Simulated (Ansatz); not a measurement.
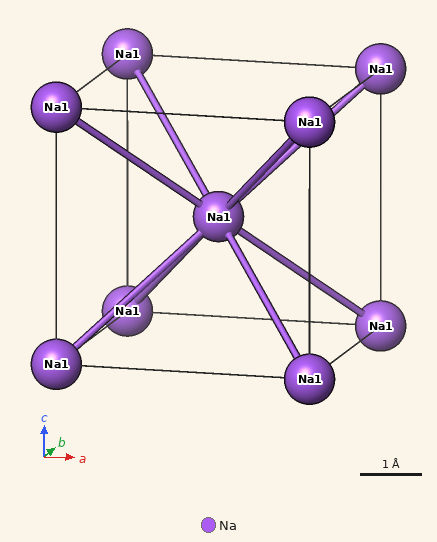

**Figure 1.** The structure as given in the input (ball-and-stick view of the cell 2 times as large as that of the calculation, set on its symmetry axes, seen slightly off an axis; atoms are numbered from 1 in the order of the input).

**Na: band-structure calculation**

- system: Na (1 atom in the cell)
- method: DFT with PBEsol, PAW plane waves, no spin polarisation (Ansatz 0.2.0)

The structure derives from an entry of the Crystallography Open Database. Figures and captions count atoms from 1; the log counts them from 0 in places.

Input
```yaml
crystal:
  lattice:
    - [-2.171032, 2.171032, 2.171032]
    - [2.171032, -2.171032, 2.171032]
    - [2.171032, 2.171032, -2.171032]
  atoms:
    - { symbol: Na, position: [0.0, 0.0, 0.0] }
  symmetry: { tolerance: 0.0003 }
kpoints:
  mp_grid: { grid: [11, 11, 11], shift: [0, 0, 0] }
  band_path:
    path:
      - [0.0, 0.0, 0.0]
      - [0.5, -0.5, 0.5]
      - [0.0, 0.0, 0.5]
      - [0.0, 0.0, 0.0]
      - [0.25, 0.25, 0.25]
      - [0.5, -0.5, 0.5]
      - [0.25, 0.25, 0.25]
      - [0.0, 0.0, 0.5]
    npoints: 8
magnetization:
  spin_polarized: false
scf:
  occupations: { method: fermi_dirac }
  lower_state_search: "off"
  max_iter: 200
hamiltonian:
  pseudopotentials: { kind: paw }
  xc: pbesol
basis:
  ecutwfc: 420
  fft_grid_basis: typed
output:
  forces: true
  stress: true
  eigenvalues: true
  bader: true
  populations: true
  elf: true
  write_potential: true
  volumetric_format: npy
  dos:
    e_range: [-12, 8]
    de: 0.05
    projected: { site_lists: { Na: [Na] } }
  write_density: true
checkpoint:
  read: saved_state
```

Machine: 1 thread of an x86-64 CPU, shared host.

Command:
```bash
ansatz run input.yaml --threads 1 --pin off --max-ram 2560MiB --backend cpu --events-out ev --progress --plain --runs-dir out
```

Log
```
Warning: checkpoint.read: basis.xc_grid differs: saved 1, current 2 (points along each axis for each point of the dense box; where the key is left out runs that use forces, runs that use the stress, dielectric runs by a finite field, finite-displacement phonons, runs of phonons.displacement_patterns under a GGA or a meta-GGA, phonons by method: dfpt, dielectric runs by the response, runs on support functions, runs on PAW files under a meta-GGA or a hybrid on one, runs at kind: all_electron or under a hybrid on a GGA, runs under a text's formulas of a gradient, and runs on PAW files that evaluate rPW86 or Becke's exchange or LYP's correlation can take a finer level, which can go by the root key accuracy; a number is taken as typed: the saved number, typed, holds this deck to the state's level, where the deck is accepted there); the SCF iterates at this deck's level from the saved density; a trajectory continued from that state goes on on another energy surface; basis.xc_grid: 1, typed and accepted, keeps it on the saved one
Engine: ansatz 0.2.0, x86_64-unknown-linux-gnu
Pseudopotentials: kind: paw
Pseudopotential: Na, paw, valence charge 9, recommended cutoff 420 eV (normal), Na.paw.azcp
Functional definition: PBEsol
  exchange = pbesol_x
  correlation = pbesol_c
Crystal: 1 atoms, lattice volume = 40.932 Å³
Basis set: ecut = 420 eV, 791 PW (Γ), exchange–correlation on 54×54×54 points (8 copies of the dense FFT grid, shifted against one another)
Bands: 9, of which v1, the nominal top of the filled ones, is band 5 counted from 1 (4 counted from 0)
Symmetry: 48 space group operations
Space group: Im-3m (ITA 229), of the structure as read, at distance tolerance 1.0e-3 Å
k-points: 56 of 1331
Non-local potential: Na, projectors of the file, l = 0: 3, l = 1: 2, l = 2: 1
PAW form: soft (Blöchl's): semilocal exchange-correlation on the pseudo side does not see the compensation charge
PAW frozen core: Na, regenerated for the run's functional, and the local potential with it (the file was generated under x = pbe(κ = 0.804, μ = 0.2195149727645171), c = pbe(β = 0.06672455060314922))
PAW one-centre angular grid: Na, 110 points (default); XC on 64 Gauss nodes
Initial density: read from a saved state, or passed on in memory by an earlier SCF of this step, an earlier step, the calling program or the single point that the run made first
Initial wavefunctions: pseudopotential atomic-orbital guess
Functional: x = pbesol(κ = 0.804, μ = 0.12345679012345678), c = pbesol(β = 0.046)
iter 1 solved again at ethr=1.12e-6 eV; its pass at ethr=3.10e-3 eV (dr2=1.01e-4 eV) is discarded
SCF iter   1: F=—  HF=-1475.866517 eV  |F-HF|=—  |Δ(HF+E_count)|=         —  Δρ=5.21e-4  dr2=8.55e-5  ethr=1.12e-6  ⟨swp⟩=2.1  Hψ=4371  notcnv=0
preconditioner: auto → Kerker (q_TF=auto, 2.120 Å⁻¹)  [metal: Δε(μ)=0.128 eV  Ē_g=7.382 eV  σ=0.100 eV  W_gap=0.31  n_scr=12 (ndim 8)  ℏωp=5.8 eV  f_vac=0.000  D(μ)=0.44/eV (n_scr^D=0)]
SCF iter   2: F=—  HF=-1475.866510 eV  |F-HF|=—  |Δ(HF+E_count)|=   7.15e-6  Δρ=2.80e-4  dr2=3.51e-5  ethr=9.50e-7  ⟨swp⟩=1.0  Hψ=504  notcnv=0
SCF iter   3: F=—  HF=-1475.866506 eV  |F-HF|=—  |Δ(HF+E_count)|=   4.42e-6  Δρ=6.18e-5  dr2=3.20e-6  ethr=3.90e-7  ⟨swp⟩=1.5  Hψ=532  notcnv=0
SCF iter   4: F=—  HF=-1475.866505 eV  |F-HF|=—  |Δ(HF+E_count)|=   7.15e-7  Δρ=3.25e-5  dr2=3.03e-7  ethr=3.56e-8  ⟨swp⟩=2.1  Hψ=703  notcnv=0
SCF iter   5: F=-1475.866505 eV  HF=-1475.866505 eV  |F-HF|=1.86e-9  |Δ(HF+E_count)|=   9.12e-8  Δρ=1.95e-6  dr2=8.97e-10  ethr=1.11e-9  ⟨swp⟩=7.5  Hψ=3010  notcnv=0
SCF 1 converged in 5 iterations: F = -1475.866505 eV  dr2 = 8.97e-10
  greatest PAW one-centre occupation: 0.999 electrons in one spin orbital (limit 2), on the Na atom at site 0 (counted from 0), in its partial waves of l = 0
```

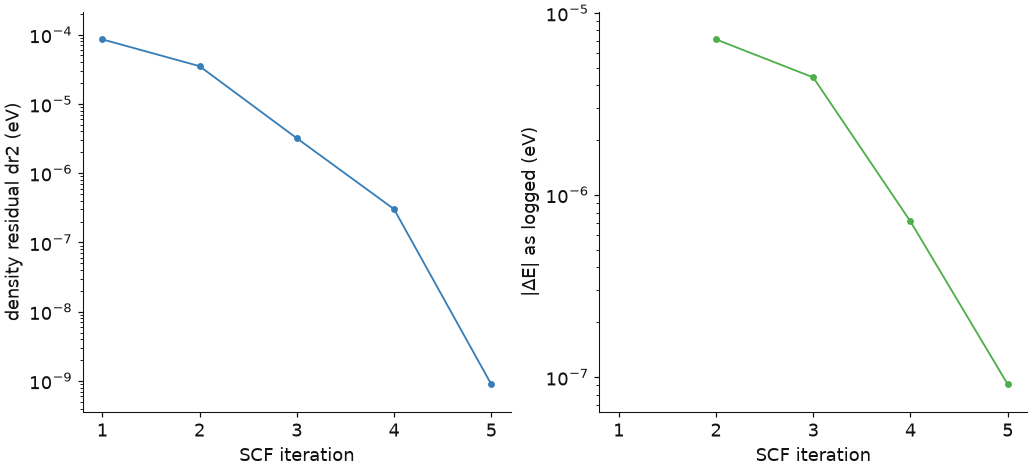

**Figure 2.** Convergence of the self-consistent field: density residual dr2 and size of the energy change against the SCF iteration. The residual falls at every step.

```
NSCF: frozen V_eff on 57 k-points
SCF converged after 5 iterations
Free energy (F): -1475.866505 eV
Harris-Foulkes:  -1475.866505 eV  (|F-HF|=1.86e-9)
Internal energy: -1475.851567 eV  (E = F + TS)
E sigma→0 (E₀):  -1475.859036 eV
Entropy (-TS):   -0.014938 eV (-14.938 meV/atom)
Fermi energy:    1.339528 eV
--- Per-component energies (eV) ---
  E_band       = -244.267741
  E_kinetic    = 119.949529
  E_local      = -1471.367771  (includes V_loc(G=0)·N_el)
  E_nonlocal   = 115.794748
  E_hartree    = 539.447220
  E_xc         = -37.480180
  E_vxc        = -48.436558  (∫ρ·V_xc dr)
  E_paw        = -253.461805  (= ΣΔE_a)
  E_vpaw       = -39.102328  (= ΣTr[D̂ρ^β])
  E_aug_tail   = -0.000020  (compensation charges beyond the density's cutoff)
  E_ewald      = -488.787981
  E_core_change = 0.054694  (= ΣΔE_core)
  E_smearing   = -0.014938  (= −TS)
  E_closure    = -0.000000  (closes the sum)
  Σ components = -1475.866505   (vs F -1475.866505, Δ=0.00e0)
--- Forces (eV/Å), atoms counted from 1 ---
  atom   1  Na    -0.00000000     0.00000000    -0.00000000
  max |Σ_I F_I| component: 5.96e-32 eV/Å
--- Stress (GPa, compression-positive) ---
       -0.754481      -0.000000       0.000000
       -0.000000      -0.754481       0.000000
       -0.000000       0.000000      -0.754481
  P = ⅓ Tr σ = -0.7545 GPa (-7.545 kbar)
--- Band table (eV; the first three rows and the last of 56) ---
  k-point 0: bands = ["-51.4876", "-23.5574", "-23.5574", "-23.5574", "-1.7512", "12.4064", "12.4064", "12.4064", "13.3597"]
  k-point 1: bands = ["-51.4875", "-23.5594", "-23.5581", "-23.5574", "-1.6157", "10.7823", "11.6471", "11.8573", "12.4086"]
  k-point 2: bands = ["-51.4873", "-23.5647", "-23.5599", "-23.5573", "-1.2110", "8.5507", "10.6763", "11.0867", "11.4654"]
  k-point 55: bands = ["-51.4854", "-23.5757", "-23.5754", "-23.5754", "4.6228", "5.7330", "5.9373", "5.9373", "6.7445"]
--- Löwdin populations: 1 site ---
  site symbol       q [e]
     0     Na      8.9609
  spilling = 0.004343 (of n_electrons = 9.000000)
--- Bader charges: 1 site ---
  site symbol  charge [e]  shift [e]
     0     Na      0.0000     0.0000
  estimated error of the sums over rays = 1.3e-7 e
```

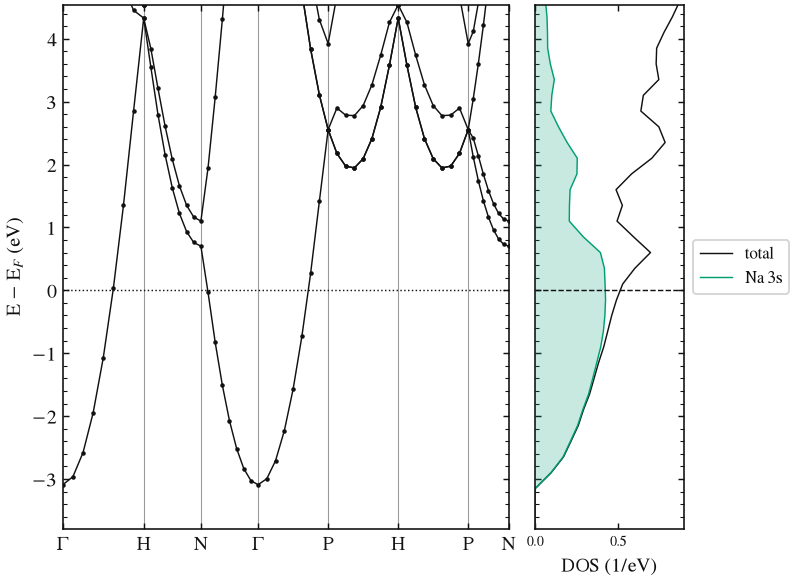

**Figure 3.** Band structure along Γ–H–N–Γ–P–H–P–N and density of states (projected on Löwdin-orthogonalised atomic shells), with energies from the Fermi level. Bands cross the Fermi level: a metal at this level of theory.

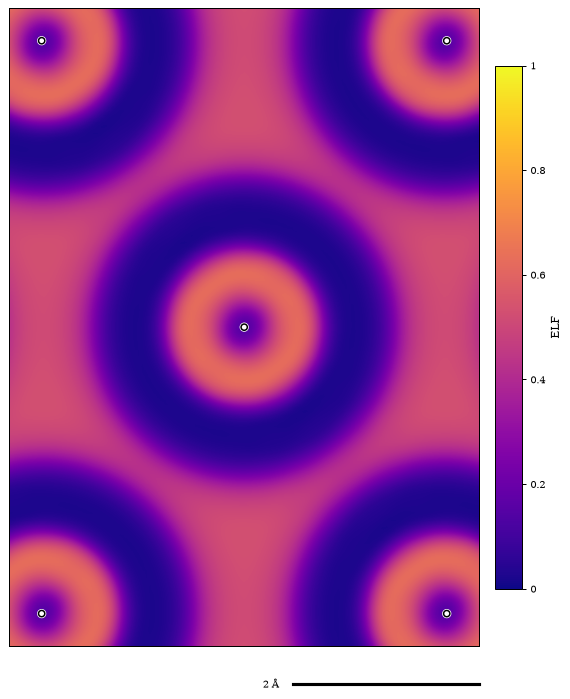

**Figure 4.** ELF on the (011̄) plane of the conventional cell. Circles mark the nuclei in the plane (Na). The plane passes through Na nuclei. Na–Na (3.76 Å): the ELF is about 0.40 at the midpoint. The ELF has a maximum of about 0.55 in the space between the atoms. The strong features right at Na lie inside the PAW spheres (semicore, d or f shells) and say nothing about bonding. The fields are those of the smooth PAW valence density.

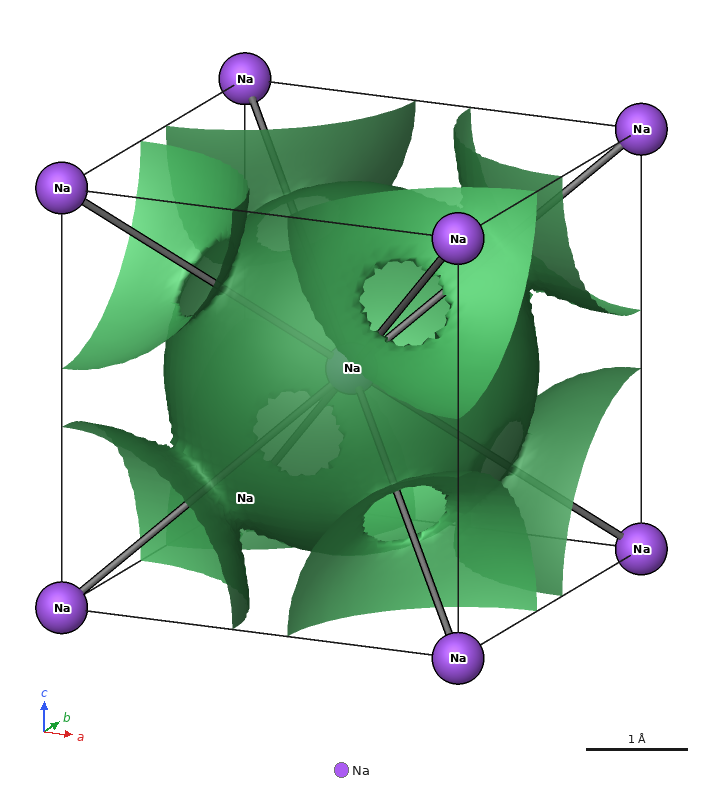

**Figure 5.** Isosurface of the electron localisation function at 0.45 (green), seen at an oblique angle. Only the valence region is drawn (cores and ρ < 0.01 e/Å³ removed). Sticks mark near contacts. The outline is the cell set on symmetry axes. Along the contacts the grid gives the following. Na–Na (3.76 Å): the ELF is about 0.40 at the midpoint.

Results in brief

- outcome: converged
- space group (tolerance 0.01 Å): Im-3m (229)
- electrons treated: 9
- free energy: −1475.8665 eV
- Fermi energy: 1.340 eV
- pressure: −0.75 GPa
- electronic character: metal
- largest force (length of the vector): under 0.001 eV/Å
- wall time: 4.6 s
- peak memory: 0.34 GiB
